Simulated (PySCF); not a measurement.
# gamma-butyrolactone (C4H6O2): NMR shifts and electronic excitations in gas and solvents, part 2 of 2

PySCF 2.14.0. Atoms count from 0. Earlier steps stand in the parts before.

## (8) Nuclear shieldings: wB97X-D/pcSseg-2 in chloroform

Job settings and geometry (Å):

```
{"job": {"kind": "nmr", "xc": "wB97X-D", "basis": "pcSseg-2", "pop": false, "solvent": "chloroform"}, "charge": 0, "multiplicity": 1}
O     -1.617866     1.910274     0.446073
C     -0.741450     1.114321     0.306163
C     -0.825089    -0.397186     0.339555
C      0.487775    -0.841083    -0.282784
C      1.397129     0.339101     0.038089
O      0.542077     1.481951     0.090076
H     -0.913823    -0.701508     1.386969
H     -1.722274    -0.731174    -0.177415
H      0.378187    -0.948315    -1.363898
H      0.874198    -1.779551     0.114095
H      2.160547     0.527150    -0.715796
H      1.883723     0.226564     1.012453
```

With the program's defaults for keys left out, this is: GIAO wB97X-D/pcSseg-2 NMR shielding, non-relativistic, IEF-PCM chloroform.

The log of the run:

```text
coarse grid: 10240 points
cycle   1  E = -306.3626429943  dE =  1.244e+00  |g| = 9.570e-01  |ddm| = 2.346e+00
cycle   2  E = -306.2569855645  dE =  1.057e-01  |g| = 1.286e+00  |ddm| = 1.148e+00
cycle   3  E = -306.5281315019  dE = -2.711e-01  |g| = 1.043e-01  |ddm| = 6.699e-01
cycle   4  E = -306.5294938278  dE = -1.362e-03  |g| = 6.528e-02  |ddm| = 7.419e-02
cycle   5  E = -306.5301817467  dE = -6.879e-04  |g| = 1.110e-02  |ddm| = 3.373e-02
cycle   6  E = -306.5302081325  dE = -2.639e-05  |g| = 3.887e-03  |ddm| = 1.022e-02
cycle   7  E = -306.5302119138  dE = -3.781e-06  |g| = 7.687e-04  |ddm| = 3.033e-03
final grid: 99480 points
cycle   8  E = -306.5258110044  dE = -2.112e-04  |g| = 6.177e-03  |ddm| = 5.974e-02
cycle   9  E = -306.5258151419  dE = -4.138e-06  |g| = 4.966e-03  |ddm| = 8.582e-03
cycle  10  E = -306.5258203640  dE = -5.222e-06  |g| = 7.092e-04  |ddm| = 3.263e-03
cycle  11  E = -306.5258204387  dE = -7.469e-08  |g| = 5.238e-04  |ddm| = 6.957e-04
cycle  12  E = -306.5258204854  dE = -4.667e-08  |g| = 5.603e-05  |ddm| = 3.334e-04
cycle  13  E = -306.5258204866  dE = -1.190e-09  |g| = 3.305e-05  |ddm| = 1.035e-04
cycle  14  E = -306.5258204868  dE = -2.406e-10  |g| = 1.433e-05  |ddm| = 3.516e-05
converged SCF energy = -306.5258204868

GIAO shielding tensors (ppm)
atom      isotropic    diamagn.    paramagn.     s11        s22        s33       span
  0 O      -57.954     394.059    -452.013   -329.819   -162.534    318.491    648.309
  1 C       -5.231     250.796    -256.027    -92.756     33.610     43.452    136.208
  2 C      154.808     247.650     -92.842    136.801    152.232    175.390     38.589
  3 C      160.075     244.320     -84.245    137.896    167.886    174.444     36.547
  4 C      114.310     241.624    -127.314     76.511    101.526    164.895     88.384
  5 O      104.739     390.052    -285.313   -121.041    183.169    252.089    373.131
  6 H       29.137      29.863      -0.726     25.157     27.536     34.719      9.562
  7 H       29.281      29.851      -0.569     25.336     27.716     34.792      9.456
  8 H       29.392      30.695      -1.304     24.701     27.703     35.771     11.070
  9 H       29.457      29.519      -0.063     25.764     26.719     35.887     10.122
 10 H       27.214      28.594      -1.380     23.609     26.144     31.888      8.279
 11 H       27.424      29.495      -2.071     23.159     26.548     32.566      9.407
```

Run time: 21 s. Hardware: 2 threads of Intel Xeon 6975P-C, shared host; peak memory 2 GiB.

This run: δ C1 192.3, C4 72.8, C2 32.3, C3 27.0, H10 4.30, H6 2.40 ppm (means over like atoms).

## (9) TDDFT and polarisability: PBE0/aug-cc-pVTZ

Same as in step 8 but for these lines:

```diff
@@ -1,2 +1,2 @@
-{"job": {"kind": "nmr", "xc": "wB97X-D", "basis": "pcSseg-2", "pop": false, "solvent": "chloroform"}, "charge": 0, "multiplicity": 1}
+{"job": {"kind": "uv", "xc": "PBE0", "basis": "aug-cc-pVTZ", "ip": false, "dynamic": true}, "charge": 0, "multiplicity": 1}
 O     -1.617866     1.910274     0.446073
```

With the program's defaults for keys left out, this is: TDDFT PBE0/aug-cc-pVTZ, vertical, gas phase, core orbitals frozen in the response.

The log of the run:

```text
coarse grid: 10240 points
cycle   1  E = -306.1318401312  dE =  1.055e+00  |g| = 8.904e-01  |ddm| = 7.448e+00
cycle   2  E = -305.7785418461  dE =  3.533e-01  |g| = 1.660e+00  |ddm| = 2.839e+00
cycle   3  E = -306.2680126064  dE = -4.895e-01  |g| = 2.421e-01  |ddm| = 1.845e+00
cycle   4  E = -306.2781305512  dE = -1.012e-02  |g| = 9.366e-02  |ddm| = 3.775e-01
cycle   5  E = -306.2794560183  dE = -1.325e-03  |g| = 2.673e-02  |ddm| = 1.205e-01
cycle   6  E = -306.2796059605  dE = -1.499e-04  |g| = 5.774e-03  |ddm| = 4.677e-02
cycle   7  E = -306.2796122599  dE = -6.299e-06  |g| = 1.027e-03  |ddm| = 8.012e-03
final grid: 99480 points
cycle   8  E = -306.2657577497  dE = -7.801e-05  |g| = 1.426e-02  |ddm| = 4.669e-01
cycle   9  E = -306.2656914518  dE =  6.630e-05  |g| = 2.386e-02  |ddm| = 4.578e-02
cycle  10  E = -306.2657934049  dE = -1.020e-04  |g| = 2.451e-03  |ddm| = 2.705e-02
cycle  11  E = -306.2657944154  dE = -1.010e-06  |g| = 5.912e-04  |ddm| = 3.222e-03
cycle  12  E = -306.2657944651  dE = -4.968e-08  |g| = 2.463e-04  |ddm| = 9.637e-04
cycle  13  E = -306.2657944777  dE = -1.254e-08  |g| = 3.604e-05  |ddm| = 3.851e-04
cycle  14  E = -306.2657944779  dE = -2.658e-10  |g| = 7.018e-06  |ddm| = 6.959e-05
converged SCF energy = -306.2657944779

Static polarisability (au): isotropic 52.433, principal 42.580 51.856 62.863

Singlet excitations
state   eV       nm        f      main configurations
  1   5.8019    213.7   0.00046   H->L+1 0.57, H->L+3 0.31
  2   6.6937    185.2   0.00528   H->L 0.90
  3   7.2821    170.3   0.00849   H->L+2 0.42, H->L+3 0.29, H->L+1 0.22
  4   7.3102    169.6   0.00598   H->L+2 0.40, H->L+3 0.26, H->L+1 0.17
  5   7.3766    168.1   0.00619   H-1->L 0.92
  6   7.5374    164.5   0.00720   H->L+4 0.75, H->L+2 0.12
  7   7.7352    160.3   0.07149   H-1->L+1 0.87
  8   7.9926    155.1   0.00070   H-1->L+2 0.84
  9   8.0659    153.7   0.05209   H-1->L+3 0.70, H->L+5 0.11
 10   8.1536    152.1   0.00773   H->L+5 0.72, H-1->L+3 0.13

Triplet excitations (Tamm-Dancoff, eV): 5.2754 5.9679 6.6426 7.2296
```

It took 34 s on 2 threads of Intel Xeon 6975P-C, shared host; peak memory 1.9 GiB.

The orbitals next to the gap, with their largest atomic shares:

```csv
orbital,eV,atoms
HOMO−3,-10.32,"O5 39 %, C4 19 %, C3 17 %"
HOMO−2,-10.00,"C3 20 %, C2 19 %, O0 16 %"
HOMO−1,-8.64,"O5 38 %, O0 25 %, C4 14 %"
HOMO,-7.87,"O0 60 %, C1 15 %, C2 9 %"
LUMO,-0.31,"H9 22 %, H11 14 %, H8 14 %"
LUMO+1,0.09,"C1 20 %, C2 15 %, O0 12 %"
LUMO+2,0.26,"H7 20 %, H10 18 %, C4 14 %"
```

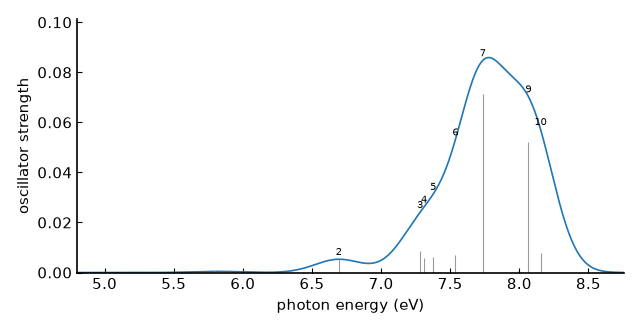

Absorption spectrum from the 10 singlet states computed; above the last one it falls off for lack of states. Lines are broadened to a width of 0.40 eV (Gaussian).

Ground-state properties from the same run:

```csv
property,computed,measured
dipole moment (D),4.69,3.82
polarisability (Å³),7.77,–
HOMO–LUMO gap (eV),7.57,–
−ε(HOMO) (eV),7.87,–
C6 with itself (au),1285,–
```

Measured: unstated (gas or solution; conformer average); Muller, Mokrushina, Arlt, J. Chem. Eng. Data 57 (2012) 1231, supporting information.

## (10) TDDFT and polarisability: CAM-B3LYP/aug-cc-pVTZ

Same as in step 9 but for these lines:

```diff
@@ -1,2 +1,2 @@
-{"job": {"kind": "uv", "xc": "PBE0", "basis": "aug-cc-pVTZ", "ip": false, "dynamic": true}, "charge": 0, "multiplicity": 1}
+{"job": {"kind": "uv", "xc": "CAM-B3LYP", "basis": "aug-cc-pVTZ", "ip": false, "dynamic": false}, "charge": 0, "multiplicity": 1}
 O     -1.617866     1.910274     0.446073
```

With the program's defaults for keys left out, this is: TDDFT CAM-B3LYP/aug-cc-pVTZ, vertical, gas phase, core orbitals frozen in the response.

The log of the run:

```text
coarse grid: 10240 points
cycle   1  E = -306.3122294143  dE =  1.220e+00  |g| = 9.704e-01  |ddm| = 7.647e+00
cycle   2  E = -306.0935212121  dE =  2.187e-01  |g| = 1.525e+00  |ddm| = 2.731e+00
cycle   3  E = -306.4817103647  dE = -3.882e-01  |g| = 1.576e-01  |ddm| = 1.611e+00
cycle   4  E = -306.4850489861  dE = -3.339e-03  |g| = 8.647e-02  |ddm| = 2.659e-01
cycle   5  E = -306.4862203694  dE = -1.171e-03  |g| = 1.497e-02  |ddm| = 1.035e-01
cycle   6  E = -306.4862670034  dE = -4.663e-05  |g| = 5.008e-03  |ddm| = 3.089e-02
cycle   7  E = -306.4862727985  dE = -5.795e-06  |g| = 8.351e-04  |ddm| = 8.296e-03
final grid: 99480 points
cycle   8  E = -306.4776001530  dE = -6.956e-05  |g| = 4.602e-03  |ddm| = 3.587e-01
cycle   9  E = -306.4775991800  dE =  9.730e-07  |g| = 5.300e-03  |ddm| = 2.498e-02
cycle  10  E = -306.4776045769  dE = -5.397e-06  |g| = 8.742e-04  |ddm| = 7.298e-03
cycle  11  E = -306.4776046771  dE = -1.002e-07  |g| = 4.047e-04  |ddm| = 1.571e-03
cycle  12  E = -306.4776047034  dE = -2.634e-08  |g| = 1.182e-04  |ddm| = 6.768e-04
cycle  13  E = -306.4776047059  dE = -2.438e-09  |g| = 3.011e-05  |ddm| = 1.652e-04
cycle  14  E = -306.4776047061  dE = -2.088e-10  |g| = 6.782e-06  |ddm| = 5.330e-05
converged SCF energy = -306.4776047061

Static polarisability (au): isotropic 52.125, principal 42.597 51.403 62.375

Singlet excitations
state   eV       nm        f      main configurations
  1   5.8273    212.8   0.00039   H->L+6 0.59, H->L+4 0.27
  2   7.0812    175.1   0.01140   H->L 0.63, H->L+3 0.17, H->L+2 0.09
  3   7.6645    161.8   0.01043   H-1->L 0.70, H-1->L+3 0.12
  4   7.7512    160.0   0.00040   H->L+1 0.82
  5   7.8120    158.7   0.01284   H->L+2 0.37, H->L 0.25, H->L+3 0.17
  6   7.9486    156.0   0.10459   H-1->L+6 0.33, H-1->L+4 0.18, H-1->L+1 0.14
  7   8.0560    153.9   0.01363   H->L+2 0.33, H->L+3 0.29, H-1->L+1 0.08
  8   8.3172    149.1   0.00007   H-1->L+2 0.45, H-1->L+3 0.19
  9   8.3935    147.7   0.05649   H-1->L+1 0.57, H-1->L+4 0.12
 10   8.5689    144.7   0.00615   H-1->L+3 0.34, H-1->L+2 0.30, H-1->L 0.10

Triplet excitations (Tamm-Dancoff, eV): 5.3358 6.0490 7.0078 7.5632
```

Run time: 37 s. Hardware: 2 threads of Intel Xeon 6975P-C, shared host; peak memory 2.1 GiB.

This run: HOMO -9.35 eV, LUMO 0.04 eV; lowest singlet 5.83 eV.

## (11) Ultraviolet spectrum: wB97X-D/aug-cc-pVTZ

Same as in step 10 but for these lines:

```diff
@@ -1,2 +1,2 @@
-{"job": {"kind": "uv", "xc": "CAM-B3LYP", "basis": "aug-cc-pVTZ", "ip": false, "dynamic": false}, "charge": 0, "multiplicity": 1}
+{"job": {"kind": "uv", "xc": "wB97X-D", "basis": "aug-cc-pVTZ", "ip": true, "dynamic": false}, "charge": 0, "multiplicity": 1}
 O     -1.617866     1.910274     0.446073
```

With the program's defaults for keys left out, this is: TDDFT wB97X-D/aug-cc-pVTZ, vertical, gas phase, core orbitals frozen in the response.

The log of the run:

```text
coarse grid: 10240 points
cycle   1  E = -306.3458546891  dE =  1.271e+00  |g| = 9.748e-01  |ddm| = 8.205e+00
cycle   2  E = -306.1955831746  dE =  1.503e-01  |g| = 1.405e+00  |ddm| = 3.198e+00
cycle   3  E = -306.5210904799  dE = -3.255e-01  |g| = 1.293e-01  |ddm| = 1.578e+00
cycle   4  E = -306.5232289596  dE = -2.138e-03  |g| = 7.696e-02  |ddm| = 2.369e-01
cycle   5  E = -306.5241725403  dE = -9.436e-04  |g| = 1.243e-02  |ddm| = 1.256e-01
cycle   6  E = -306.5242072603  dE = -3.472e-05  |g| = 4.564e-03  |ddm| = 4.454e-02
cycle   7  E = -306.5242126887  dE = -5.428e-06  |g| = 8.587e-04  |ddm| = 1.050e-02
final grid: 99480 points
cycle   8  E = -306.5085424179  dE = -1.998e-04  |g| = 6.343e-03  |ddm| = 6.212e-01
cycle   9  E = -306.5085446693  dE = -2.251e-06  |g| = 5.924e-03  |ddm| = 4.737e-02
cycle  10  E = -306.5085510358  dE = -6.367e-06  |g| = 9.335e-04  |ddm| = 9.764e-03
cycle  11  E = -306.5085511686  dE = -1.328e-07  |g| = 5.159e-04  |ddm| = 3.562e-03
cycle  12  E = -306.5085512213  dE = -5.267e-08  |g| = 4.543e-05  |ddm| = 1.053e-03
cycle  13  E = -306.5085512226  dE = -1.332e-09  |g| = 1.393e-05  |ddm| = 3.127e-04
cycle  14  E = -306.5085512227  dE = -9.038e-11  |g| = 5.930e-06  |ddm| = 6.676e-05
converged SCF energy = -306.5085512227

Static polarisability (au): isotropic 52.160, principal 42.616 51.481 62.383

Singlet excitations
state   eV       nm        f      main configurations
  1   5.8441    212.2   0.00040   H->L+6 0.75
  2   7.2287    171.5   0.01310   H->L 0.48, H->L+3 0.25, H->L+2 0.08
  3   7.8247    158.5   0.00826   H-1->L 0.44, H->L+1 0.21, H-1->L+3 0.12
  4   7.8396    158.2   0.00257   H->L+1 0.53, H-1->L 0.14
  5   7.9699    155.6   0.06650   H-1->L+6 0.26, H->L+2 0.23, H->L 0.13
  6   8.0167    154.7   0.06828   H-1->L+6 0.31, H->L 0.20, H->L+7 0.10
  7   8.1557    152.0   0.00629   H->L+2 0.40, H->L+3 0.20, H->L+7 0.17
  8   8.4633    146.5   0.00326   H-1->L+2 0.27, H-1->L+1 0.20, H-1->L+3 0.14
  9   8.4861    146.1   0.04172   H-1->L+1 0.47, H-1->L+2 0.14
 10   8.6833    142.8   0.00207   H->L+5 0.48

Triplet excitations (Tamm-Dancoff, eV): 5.3800 6.1277 7.1582 7.7503
Vertical ionisation energy (delta-SCF) = 10.1983 eV
```

Wall time 1.8 min (2 threads of Intel Xeon 6975P-C, shared host); peak memory 2.5 GiB.

This run: HOMO -9.77 eV, LUMO 0.67 eV; lowest singlet 5.84 eV.

## (12) Side by side: NMR shifts

Shifts (ppm) of some atoms, chosen among heavy atoms and hydrogens apart, means over like atoms, with basis size and wall time:

```csv
run,C1,C4,C2,H6,H8,O0,O5,functions,time
PBE0/pcSseg-2,184.3,71.2,30.4,2.24,2.06,419.2,225.2,300,17 s
KT3/pcSseg-2,172.2,71.4,29.5,2.23,2.12,383.5,226.5,300,22 s
wB97X-D/pcSseg-2,185.7,71.1,30.9,2.23,2.02,420.1,218.7,300,20 s
B97-2/pcSseg-2,181.3,71.0,30.4,2.24,2.06,407.6,221.5,300,16 s
WP04/pcSseg-2 in chloroform,192.5,75.9,34.4,2.44,2.20,386.5,237.1,300,16 s
wB97X-D/pcSseg-2 in chloroform,192.3,72.8,32.3,2.40,2.19,393.1,230.4,300,21 s
```

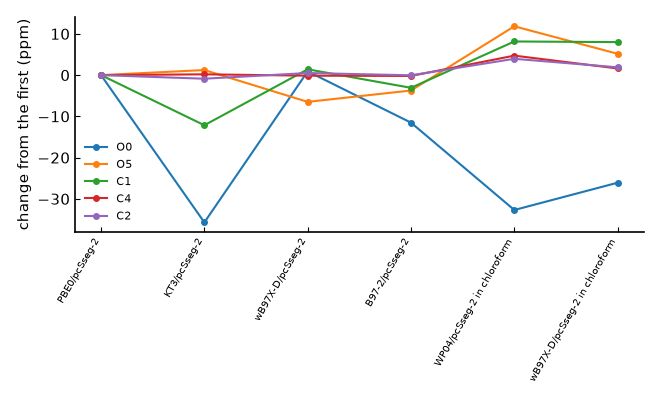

How five of the tabulated atoms move from run to run.

## (13) Comparing the runs: electronic excitations

Excitations and ground-state properties, with basis size and wall time:

```csv
run,lowest singlet (eV),brightest (eV),f,gap (eV),α (Å³),μ (D),functions,time
PBE0/aug-cc-pVTZ,5.80,7.74,0.071,7.57,7.77,4.69,414,34 s
CAM-B3LYP/aug-cc-pVTZ,5.83,7.95,0.105,9.39,7.72,4.82,414,37 s
wB97X-D/aug-cc-pVTZ,5.84,8.02,0.068,10.43,7.73,4.74,414,1.8 min
```

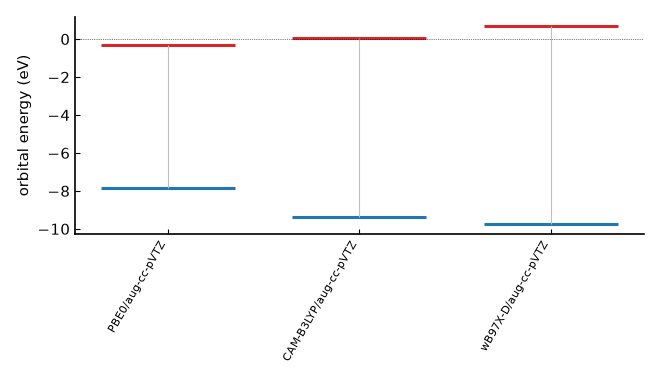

HOMO (blue) and LUMO (red) run by run.

Measured dipole: 3.82 D (unstated (gas or solution; conformer average); Muller, Mokrushina, Arlt, J. Chem. Eng. Data 57 (2012) 1231, supporting information).

## (14) Results

What follows sums up all 2 parts.

| quantity | value |
| --- | --- |
| point group | C1 |
| rotational constants (main isotopes) | 7.38, 3.62, 2.58 GHz |
| 13C shifts against TMS (PBE0/pcSseg-2) | 184.3, 71.2, 30.4, 26.4 ppm |
| 1H shifts against TMS (PBE0/pcSseg-2, means over atoms taken as alike) | 4.17, 2.24, 2.06 ppm |
| 17O shifts against H2O (PBE0/pcSseg-2) | 419.2, 225.2 ppm |
| lowest singlet (PBE0/aug-cc-pVTZ) | 5.80 eV (214 nm), f = 0.000 |
| brightest single state of those computed | state 7, 7.74 eV, f = 0.071 |
| lowest triplet | 5.28 eV |
| range of the shift of O0 (wB97X-D/pcSseg-2 runs) | 393.1 to 420.1 ppm |
| range of the lowest singlet | 5.80 to 5.84 eV |

What this shows: Over 3 steps the energy fell by 0.141 eV; of the close pairs, C2–C3 changed most, 1.568 to 1.519 Å. No frequency check was run at this level, so the end point may be a saddle. The most deshielded carbon is C1 (ester carbonyl carbon), at 184.3 ppm: it is a carbonyl in resonance with an O or N lone pair, the region of acids, esters and amides. The most deshielded hydrogen is H10, H11 (mean) (hydrogen on an sp3 CH2 bonded to O), at 4.17 ppm: its carbon carries O, which withdraws density. At PBE0/pcSseg-2: The largest span, 697 ppm, is at O0, where the paramagnetic term is -483 ppm. The first singlet state (HOMO→LUMO+1 0.57, HOMO→LUMO+3 0.31) lies at 5.80 eV and is dark; of the 10 states computed, the strongest absorption comes from state 7 at 7.74 eV. The lowest triplet lies 0.53 eV below the lowest singlet (triplets in Tamm-Dancoff, singlets in full TDDFT). The dipole moment, 4.69 D, compares with 3.82 D measured (one conformer here). At one level, wB97X-D/pcSseg-2: In ppm, O0 moves most: its shift spreads over 27.0 ppm, from 393.1 (wB97X-D/pcSseg-2 in chloroform) to 420.1 (wB97X-D/pcSseg-2). The lowest singlet runs from 5.80 eV (PBE0/aug-cc-pVTZ) to 5.84 eV (wB97X-D/aug-cc-pVTZ), while the orbital gap spans 7.57 to 10.43 eV: the excitation energy moves far less from run to run than the orbital gap does. The lowest state need not be the same one in every run.
